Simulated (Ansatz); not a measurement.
## Run report: Al18H2O, geometry relaxation (part 1 of 6)

- system: Al18H2O (slab, 42 atoms in the cell)
- method: DFT PBE+D3(BJ), scalar-relativistic, plane waves, PAW, no spin polarisation (Ansatz 0.2.0)

The structure derives from an entry of the Crystallography Open Database. The input holds or restrains some coordinates. Forces given for the steps count only the free coordinates. It belongs to a series of runs on one base structure; here: 2 H2O a cell, flat, over a top Al site. Figures and captions count atoms from 1; the log counts them from 0 in places.

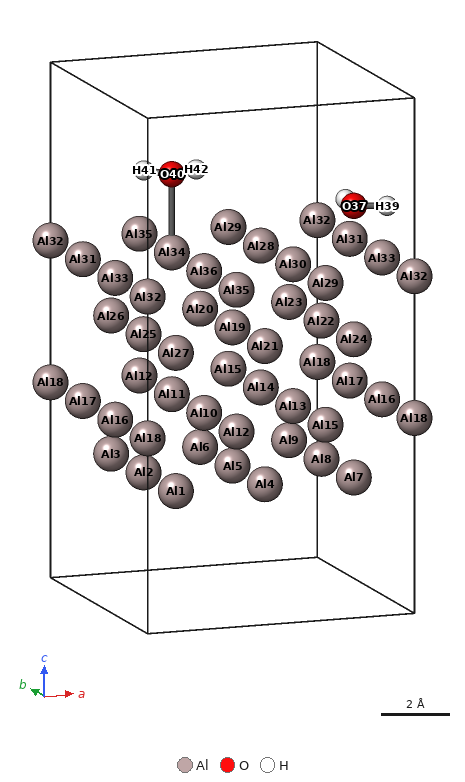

The starting structure (ball-and-stick view of the cell of the calculation, with the vacuum cut short, seen slightly off an axis; atoms are numbered from 1 in the order of the input). An atom can appear more than once, as a periodic image.

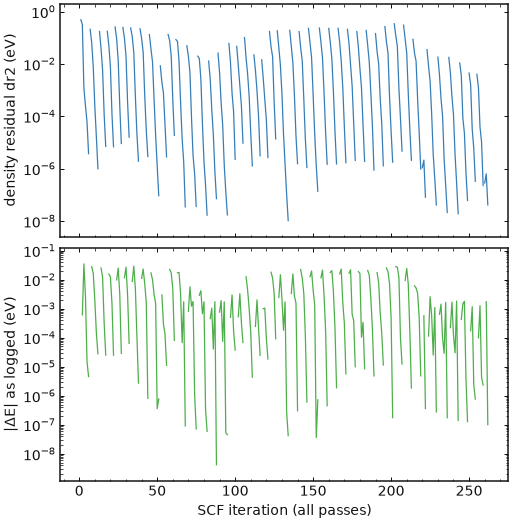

Convergence of the self-consistent field: density residual dr2 and size of the energy change against the SCF iteration. The dotted lines part the SCF passes of the relaxation: geometry steps, rejected trials and re-solves on a re-selected basis. The 45 passes take 3 to 8 iterations each, 262 in all.

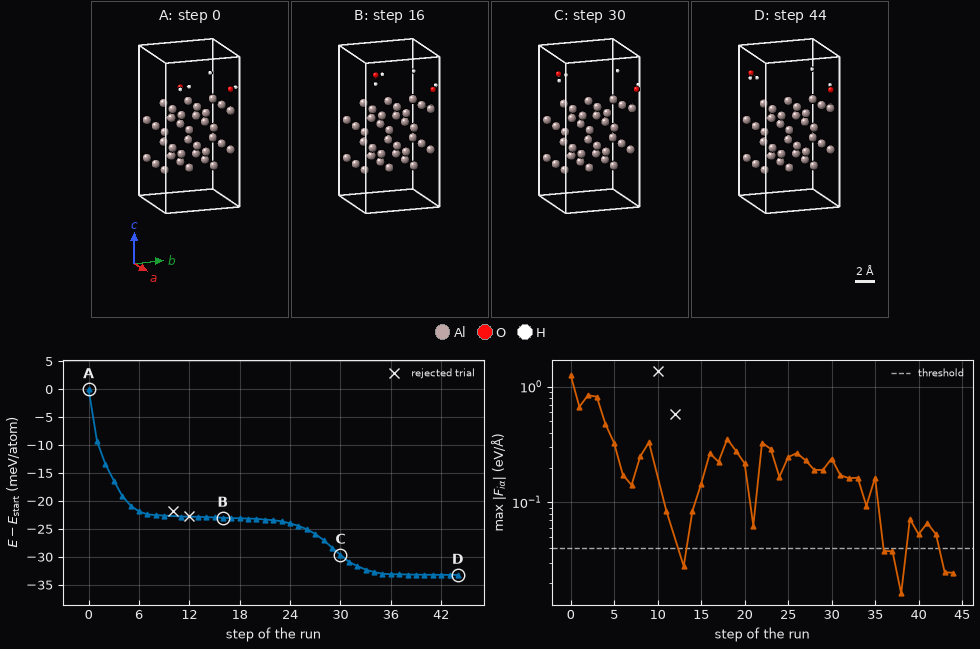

Frames of the restrained relaxation (ball-and-stick view of the cell of the calculation, with the vacuum cut short (origin shifted), seen slightly off an axis) above the curves, on which the letters mark them (the first geometry is step 0 here and step 1 in the log).

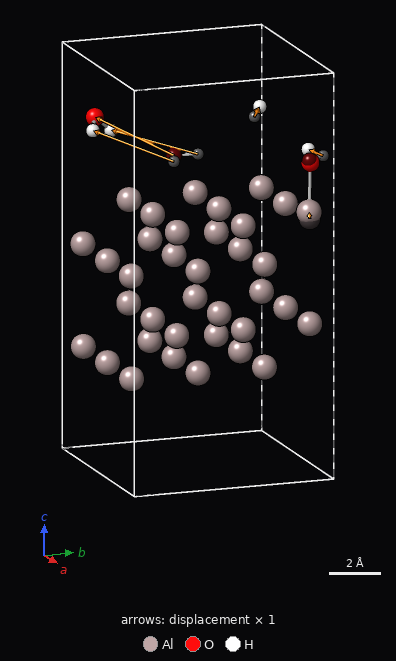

Start (faint) and end (solid) with the displacements as orange arrows, at true length (ball-and-stick view of the cell of the calculation, with the vacuum cut short (origin shifted), seen slightly off an axis). The largest move is that of H38, 3.90 Å. By element the largest moves are H 3.90 Å, O 3.71 Å, Al 0.28 Å. The lattice vectors keep their values. Among the contacts that change: Al34–O40 2.380 → 2.015 Å, O40–H42 0.990 → 1.024 Å, O37–H38 0.990 → 0.984 Å. Among the angles that change: Al34–O40–H42 90.0° → 113.3°, Al34–O40–H41 90.0° → 110.3°, H41–O40–H42 104.5° → 108.0°. Over 44 geometry steps the energy falls by 33.2 meV per atom. Largest force component: 1.3 eV/Å at the start, 0.025 eV/Å at the end. The line search rejected the trial steps at points 10, 12 (counted from 0) and went back. (Atoms are counted from 1 in the order of the input.)

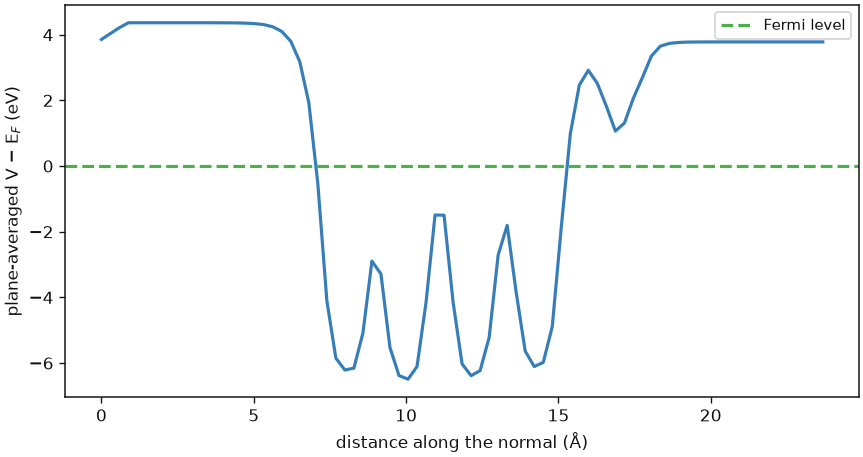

Plane average of the electrostatic potential energy of an electron across the cell, from the Fermi level. The vacuum level lies 3.78 eV above the Fermi level on the upper side and 4.36 eV on the lower.

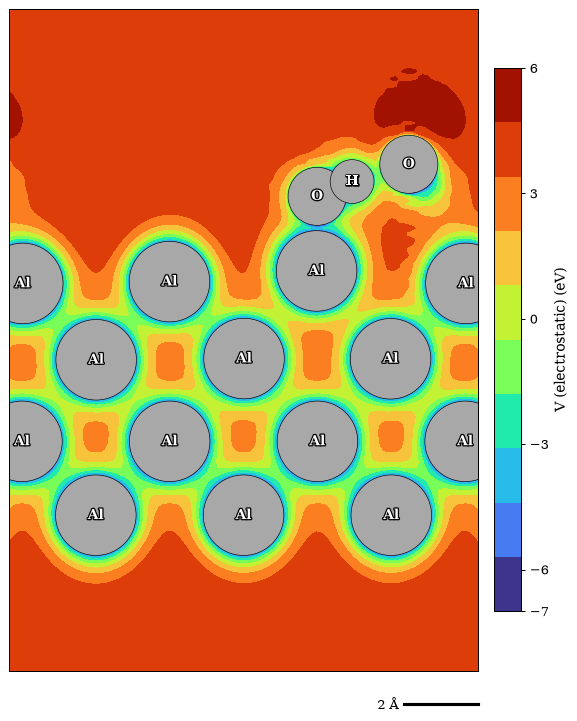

Electrostatic potential (local pseudopotential plus Hartree) felt by an electron on the (11̄0) plane of the calculation cell, a cut from vacuum to vacuum. Grey discs, where drawn, cover atomic cores. The section cuts through Al, O and H sites. In a PAW calculation such maps are meaningful between the atoms, not at the nuclei.

These pictures come from the run below.

The input:
```yaml
crystal:
  lattice:
    - [8.4486369609, 0.0, 0.0]
    - [0.0, 8.4486369609, 0.0]
    - [0.0, 0.0, 23.9740884869]
  atoms:
    - { symbol: Al, position: [0.1666666667, 0.1666666667, 0.3336936044] }
    - { symbol: Al, position: [0.1666666667, 0.5, 0.3336936044] }
    - { symbol: Al, position: [0.1666666667, 0.8333333333, 0.3336936044] }
    - { symbol: Al, position: [0.5, 0.1666666667, 0.3336936044] }
    - { symbol: Al, position: [0.5, 0.5, 0.3336936044] }
    - { symbol: Al, position: [0.5, 0.8333333333, 0.3336936044] }
    - { symbol: Al, position: [0.8333333333, 0.1666666667, 0.3336936044] }
    - { symbol: Al, position: [0.8333333333, 0.5, 0.3336936044] }
    - { symbol: Al, position: [0.8333333333, 0.8333333333, 0.3336936044] }
    - { symbol: Al, position: [0.3333333333, 0.3333333333, 0.4167567344] }
    - { symbol: Al, position: [0.3333333333, 0.6666666667, 0.4167567344] }
    - { symbol: Al, position: [0.3333333333, 0.0, 0.4167567344] }
    - { symbol: Al, position: [0.6666666667, 0.3333333333, 0.4167567344] }
    - { symbol: Al, position: [0.6666666667, 0.6666666667, 0.4167567344] }
    - { symbol: Al, position: [0.6666666667, 0.0, 0.4167567344] }
    - { symbol: Al, position: [0.0, 0.3333333333, 0.4167567344] }
    - { symbol: Al, position: [0.0, 0.6666666667, 0.4167567344] }
    - { symbol: Al, position: [0.0, 0.0, 0.4167567344] }
    - { symbol: Al, position: [0.5, 0.5, 0.5091033056] }
    - { symbol: Al, position: [0.5, 0.8333333333, 0.5091033056] }
    - { symbol: Al, position: [0.5, 0.1666666667, 0.5091033056] }
    - { symbol: Al, position: [0.8333333333, 0.5, 0.5091033056] }
    - { symbol: Al, position: [0.8333333333, 0.8333333333, 0.5091033056] }
    - { symbol: Al, position: [0.8333333333, 0.1666666667, 0.5091033056] }
    - { symbol: Al, position: [0.1666666667, 0.5, 0.5091033056] }
    - { symbol: Al, position: [0.1666666667, 0.8333333333, 0.5091033056] }
    - { symbol: Al, position: [0.1666666667, 0.1666666667, 0.5091033056] }
    - { symbol: Al, position: [0.6666666667, 0.6666666667, 0.5967247594] }
    - { symbol: Al, position: [0.6666666667, 0.0, 0.5967247594] }
    - { symbol: Al, position: [0.6666666667, 0.3333333333, 0.5967247594] }
    - { symbol: Al, position: [0.0, 0.6666666667, 0.5967247594] }
    - { symbol: Al, position: [0.0, 0.0, 0.5967247594] }
    - { symbol: Al, position: [0.0, 0.3333333333, 0.5967247594] }
    - { symbol: Al, position: [0.3333333333, 0.6666666667, 0.5967247594] }
    - { symbol: Al, position: [0.3333333333, 0.0, 0.5967247594] }
    - { symbol: Al, position: [0.3333333333, 0.3333333333, 0.5967247594] }
    - { symbol: O, position: [0.8333333333, 0.1666666667, 0.6784796924] }
    - { symbol: H, position: [0.8444661324, 0.2833401085, 0.6784796924] }
    - { symbol: H, position: [0.9435084685, 0.1266575375, 0.6784796924] }
    - { symbol: O, position: [1.3333333333, 0.6666666667, 0.6959986067] }
    - { symbol: H, position: [1.2619499382, 0.7596238727, 0.6959986067] }
    - { symbol: H, position: [1.4412190266, 0.7124920747, 0.6959986067] }
basis:
  ecutwfc: 420
kpoints:
  mp_grid: { grid: [3, 3, 1] }
hamiltonian:
  xc: pbe
  dispersion: d3bj
scf:
  occupations: { method: gaussian, width: 0.1 }
output:
  forces: true
  eigenvalues: true
  write_density: true
  write_potential: true
  elf: true
  volumetric_format: npy
relax:
  adjacent_minimum: "off"
  f_tol: 0.04
  max_steps: 100
  constraints:
    - { sites: [0, 1, 2, 3, 4, 5, 6, 7, 8, 9, 10, 11, 12, 13, 14, 15, 16, 17] }
efield:
  axis: 3
  dipole_correction: true
  ramp_width: 0.04
```

Run as:
```bash
ansatz run input.yaml --threads 4 --pin off --max-ram 10240MiB --backend cpu --events-out ev --progress --plain --runs-dir out
```

What the program printed:
```
Engine: ansatz 0.2.0, x86_64-unknown-linux-gnu
Pseudopotentials: kind: paw
Pseudopotential: Al, paw, valence charge 3, recommended cutoff 420 eV (normal), Al.paw.azcp
Pseudopotential: O, paw, valence charge 6, recommended cutoff 420 eV (normal), O.paw.azcp
Pseudopotential: H, paw, valence charge 1, recommended cutoff 420 eV (normal), H.paw.azcp
Functional definition: PBE
  parameter kappa = 0.804
  parameter beta = 0.06672455060314922
  exchange = pbe_x(kappa = kappa, mu = beta*pi^2/3)
  correlation = pbe_c(beta = beta)
Crystal: 42 atoms, lattice volume = 1711.258 Å³
Basis set: ecut = 420 eV, 33349 PW (Γ), exchange–correlation on 120×120×324 points (8 copies of the dense FFT grid, shifted against one another)
Bands: 104, of which v1, the nominal top of the filled ones, is band 62 counted from 1 (61 counted from 0)
Symmetry: 1 space group operations
Space group: P1 (ITA 1), of the structure as read, at distance tolerance 1.2e-4 Å
k-points: 5 of 9 (time reversal used)
Non-local potential: Al, projectors of the file, l = 0: 2, l = 1: 2, l = 2: 1
Non-local potential: O, projectors of the file, l = 0: 2, l = 1: 2, l = 2: 1
Non-local potential: H, projectors of the file, l = 0: 2, l = 1: 1
PAW form: soft (Blöchl's): semilocal exchange-correlation on the pseudo side does not see the compensation charge
PAW one-centre angular grid: Al, 110 points (default); XC on 64 Gauss nodes
PAW one-centre angular grid: O, 110 points (default); XC on 64 Gauss nodes
PAW one-centre angular grid: H, 110 points (default); XC on 64 Gauss nodes
Initial density: superposition of atomic densities (neutral atoms: chi_scale 0, normalization atom), corrected by the library's trained network
Initial wavefunctions: pseudopotential atomic-orbital guess
Functional: x = pbe(κ = 0.804, μ = 0.2195149727645171), c = pbe(β = 0.06672455060314922)
SCF iter   1: F=—  HF=-20548.721305 eV  |F-HF|=—  |Δ(HF+E_count)|=         —  Δρ=1.70e-3  dr2=4.89e-1  ethr=1.77e-3  p=0.101 e·Å  D=1.07e-2 V/Å  ΔV_dip=-0.26 eV  dr2_dipole=1.38e-2  V_vac-E_F(+/−)=3.82/4.08 eV  ⟨swp⟩=8.6  Hψ=3275  notcnv=0  defer=11
efield: sawtooth ramp at fractional position 0.9948 (placed from the atoms, in the widest stretch of the axis that holds none; the zero of the levels goes with the place), width 0.0400; the density the first Hamiltonian is built on has a dipole p = 0.101 e·Å; the dipole correction subtracts the counter field D = 1.07e-2 V/Å, which shifts the + side's vacuum level by -0.26 eV against the − side's; the planar-averaged density in the ramp window peaks in size at 3.0e-5 e/Å³
preconditioner: auto → LDOS  [insulator: Δε(μ)=0.153 eV  Ē_g=6.668 eV  σ=0.100 eV  W_gap=0.66  n_scr=176 (ndim 8)  ℏωp=9.8 eV  f_vac=0.509  D(μ)=8.11/eV (n_scr^D=26)  ε∞_Penn≈3.2  β→1.0]
SCF iter   2: F=—  HF=-20548.720692 eV  |F-HF|=—  |Δ(HF+E_count)|=   6.13e-4  Δρ=1.16e-3  dr2=3.27e-1  ethr=3.94e-4  p=0.197 e·Å  D=2.09e-2 V/Å  ΔV_dip=-0.50 eV  dr2_dipole=7.12e-3  V_vac-E_F(+/−)=3.98/4.48 eV  ⟨swp⟩=2.0  Hψ=730  notcnv=0  defer=114
SCF iter   3: F=—  HF=-20548.685700 eV  |F-HF|=—  |Δ(HF+E_count)|=   3.50e-2  Δρ=2.39e-4  dr2=1.18e-3  ethr=2.64e-4  p=0.179 e·Å  D=1.90e-2 V/Å  ΔV_dip=-0.45 eV  dr2_dipole=2.09e-5  V_vac-E_F(+/−)=3.88/4.33 eV  ⟨swp⟩=2.0  Hψ=501  notcnv=0  defer=114
SCF iter   4: F=—  HF=-20548.688387 eV  |F-HF|=—  |Δ(HF+E_count)|=   2.69e-3  Δρ=1.19e-4  dr2=2.50e-4  ethr=9.50e-7  p=0.181 e·Å  D=1.92e-2 V/Å  ΔV_dip=-0.46 eV  dr2_dipole=3.77e-6  V_vac-E_F(+/−)=3.88/4.34 eV  ⟨swp⟩=3.0  Hψ=929  notcnv=0  defer=41
SCF iter   5: F=—  HF=-20548.688402 eV  |F-HF|=—  |Δ(HF+E_count)|=   1.50e-5  Δρ=6.59e-5  dr2=6.07e-5  ethr=2.02e-7  p=0.184 e·Å  D=1.95e-2 V/Å  ΔV_dip=-0.47 eV  dr2_dipole=4.88e-7  V_vac-E_F(+/−)=3.88/4.34 eV  ⟨swp⟩=3.0  Hψ=676  notcnv=0  defer=41
SCF iter   6: F=-20548.688397 eV  HF=-20548.688398 eV  |F-HF|=6.06e-7  |Δ(HF+E_count)|=   4.60e-6  Δρ=1.34e-5  dr2=3.75e-6  ethr=3.23e-8  p=0.184 e·Å  D=1.95e-2 V/Å  ΔV_dip=-0.47 eV  dr2_dipole=3.35e-8  V_vac-E_F(+/−)=3.88/4.34 eV  ⟨swp⟩=40.0  Hψ=7164  notcnv=0
SCF 1 converged in 6 iterations: F = -20548.688397 eV  dr2 = 3.75e-6
  greatest PAW one-centre occupation: 0.876 electrons in one spin orbital (limit 2), on the O atom at site 36 (counted from 0), in its partial waves of l = 0
relax step   1: F+E_penalty+E_count = -20548.68839723 eV  Δ(F+E_penalty+E_count) = +0.000e0 eV  max|allowed force component| = 1.259e0 eV/Å  Δτ_max = 0.0000 Å  (6 SCF iters, dr2 threshold 4.00e-5 eV, accepted)
Initial density: handed on by an earlier stage of this run
Initial wavefunctions: those handed on with the density
iter 1 solved again at ethr=1.72e-4 eV; its pass at ethr=3.10e-3 eV (dr2=2.14e-1 eV) is discarded
SCF iter   1: F=—  HF=-20549.125298 eV  |F-HF|=—  |Δ(HF+E_count)|=         —  Δρ=5.16e-3  dr2=2.12e-1  ethr=1.72e-4  p=0.184 e·Å  D=1.95e-2 V/Å  ΔV_dip=-0.47 eV  dr2_dipole=2.34e-3  V_vac-E_F(+/−)=3.89/4.35 eV  ⟨swp⟩=2.0  Hψ=2080  notcnv=0  defer=137
efield: sawtooth ramp at fractional position 0.9948 (handed on by an earlier solve), width 0.0400; the density the first Hamiltonian is built on has a dipole p = 0.184 e·Å; the dipole correction subtracts the counter field D = 1.95e-2 V/Å, which shifts the + side's vacuum level by -0.47 eV against the − side's; the planar-averaged density in the ramp window peaks in size at 3.0e-7 e/Å³
preconditioner: auto → LDOS  [insulator: Δε(μ)=0.103 eV  Ē_g=6.678 eV  σ=0.100 eV  W_gap=0.52  n_scr=176 (ndim 8)  ℏωp=9.8 eV  f_vac=0.510  D(μ)=13.24/eV (n_scr^D=56)  ε∞_Penn≈3.2  β→1.0]
SCF iter   2: F=—  HF=-20549.097214 eV  |F-HF|=—  |Δ(HF+E_count)|=   2.81e-2  Δρ=2.10e-3  dr2=6.55e-2  ethr=1.71e-4  p=0.128 e·Å  D=1.35e-2 V/Å  ΔV_dip=-0.32 eV  dr2_dipole=6.02e-4  V_vac-E_F(+/−)=4.03/4.35 eV  ⟨swp⟩=2.6  Hψ=704  notcnv=0  defer=137
SCF iter   3: F=—  HF=-20549.080838 eV  |F-HF|=—  |Δ(HF+E_count)|=   1.64e-2  Δρ=7.68e-4  dr2=7.75e-3  ethr=5.28e-5  p=0.138 e·Å  D=1.46e-2 V/Å  ΔV_dip=-0.35 eV  dr2_dipole=1.21e-5  V_vac-E_F(+/−)=4.01/4.36 eV  ⟨swp⟩=2.6  Hψ=860  notcnv=0  defer=136
SCF iter   4: F=—  HF=-20549.078873 eV  |F-HF|=—  |Δ(HF+E_count)|=   1.96e-3  Δρ=1.10e-4  dr2=2.44e-4  ethr=6.25e-6  p=0.141 e·Å  D=1.49e-2 V/Å  ΔV_dip=-0.36 eV  dr2_dipole=1.31e-5  V_vac-E_F(+/−)=4.00/4.36 eV  ⟨swp⟩=2.0  Hψ=656  notcnv=0  defer=136
SCF iter   5: F=—  HF=-20549.079016 eV  |F-HF|=—  |Δ(HF+E_count)|=   1.43e-4  Δρ=2.99e-5  dr2=1.63e-5  ethr=1.97e-7  p=0.139 e·Å  D=1.47e-2 V/Å  ΔV_dip=-0.35 eV  dr2_dipole=3.37e-8  V_vac-E_F(+/−)=4.00/4.36 eV  ⟨swp⟩=2.2  Hψ=683  notcnv=0  defer=136
SCF iter   6: F=-20549.079048 eV  HF=-20549.079044 eV  |F-HF|=4.05e-6  |Δ(HF+E_count)|=   2.78e-5  Δρ=6.37e-6  dr2=1.00e-6  ethr=1.31e-8  p=0.139 e·Å  D=1.47e-2 V/Å  ΔV_dip=-0.35 eV  dr2_dipole=1.67e-9  V_vac-E_F(+/−)=4.00/4.36 eV  ⟨swp⟩=33.4  Hψ=6148  notcnv=0
SCF 2 converged in 6 iterations: F = -20549.079048 eV  dr2 = 1.00e-6
[... from here on the iterations of each SCF are left out, up to the last one ...]
  Residual-converged pass: ⟨swp⟩=1.0  Hψ=540  notcnv=0  max |occ|·‖R‖ = 7.0e-9 eV (tolerance 1.0e-8 eV)  dr2=1.00e-6  dr2_onsite=1.65e-8  max |Δocc| = 2.0e-11
relax step   2: F+E_penalty+E_count = -20549.07904766 eV  Δ(F+E_penalty+E_count) = -3.907e-1 eV  max|allowed force component| = 6.698e-1 eV/Å  Δτ_max = 0.1949 Å  (6 SCF iters, dr2 threshold 9.90e-5 eV, accepted)
[... from here on the SCF iterations and repeated set-up lines of each step are left out, up to the last step ...]
SCF 3 converged in 5 iterations: F = -20549.251028 eV  dr2 = 7.10e-6
relax step   3: F+E_penalty+E_count = -20549.25102783 eV  Δ(F+E_penalty+E_count) = -1.720e-1 eV  max|allowed force component| = 8.444e-1 eV/Å  Δτ_max = 0.1950 Å  (5 SCF iters, dr2 threshold 2.80e-5 eV, accepted)
SCF 4 converged in 5 iterations: F = -20549.374529 eV  dr2 = 6.88e-6
relax step   4: F+E_penalty+E_count = -20549.37452886 eV  Δ(F+E_penalty+E_count) = -1.235e-1 eV  max|allowed force component| = 8.184e-1 eV/Å  Δτ_max = 0.2000 Å  (5 SCF iters, dr2 threshold 1.00e-4 eV, accepted)
SCF 5 converged in 5 iterations: F = -20549.489959 eV  dr2 = 9.19e-6
relax step   5: F+E_penalty+E_count = -20549.48995874 eV  Δ(F+E_penalty+E_count) = -1.154e-1 eV  max|allowed force component| = 4.749e-1 eV/Å  Δτ_max = 0.2000 Å  (5 SCF iters, dr2 threshold 1.00e-4 eV, accepted)
SCF 6 converged in 5 iterations: F = -20549.562499 eV  dr2 = 1.60e-5
relax step   6: F+E_penalty+E_count = -20549.56249936 eV  Δ(F+E_penalty+E_count) = -7.254e-2 eV  max|allowed force component| = 3.249e-1 eV/Å  Δτ_max = 0.2000 Å  (5 SCF iters, dr2 threshold 7.59e-5 eV, accepted)
SCF 7 converged in 6 iterations: F = -20549.606739 eV  dr2 = 1.93e-6
relax step   7: F+E_penalty+E_count = -20549.60673946 eV  Δ(F+E_penalty+E_count) = -4.424e-2 eV  max|allowed force component| = 1.728e-1 eV/Å  Δτ_max = 0.2000 Å  (6 SCF iters, dr2 threshold 3.55e-5 eV, accepted)
SCF 8 converged in 6 iterations: F = -20549.628182 eV  dr2 = 2.92e-6
relax step   8: F+E_penalty+E_count = -20549.62818246 eV  Δ(F+E_penalty+E_count) = -2.144e-2 eV  max|allowed force component| = 1.409e-1 eV/Å  Δτ_max = 0.2000 Å  (6 SCF iters, dr2 threshold 8.45e-6 eV, accepted)
SCF 9 converged in 7 iterations: F = -20549.634040 eV  dr2 = 9.34e-8
relax step   9: F+E_penalty+E_count = -20549.63403966 eV  Δ(F+E_penalty+E_count) = -5.857e-3 eV  max|allowed force component| = 2.497e-1 eV/Å  Δτ_max = 0.2000 Å  (7 SCF iters, dr2 threshold 5.62e-6 eV, accepted)
SCF 10 converged in 5 iterations: F = -20549.637912 eV  dr2 = 2.83e-6
relax step  10: F+E_penalty+E_count = -20549.63791171 eV  Δ(F+E_penalty+E_count) = -3.872e-3 eV  max|allowed force component| = 3.301e-1 eV/Å  Δτ_max = 0.0519 Å  (5 SCF iters, dr2 threshold 4.15e-5 eV, accepted)
SCF 11 converged in 5 iterations: F = -20549.605385 eV  dr2 = 1.88e-5
```
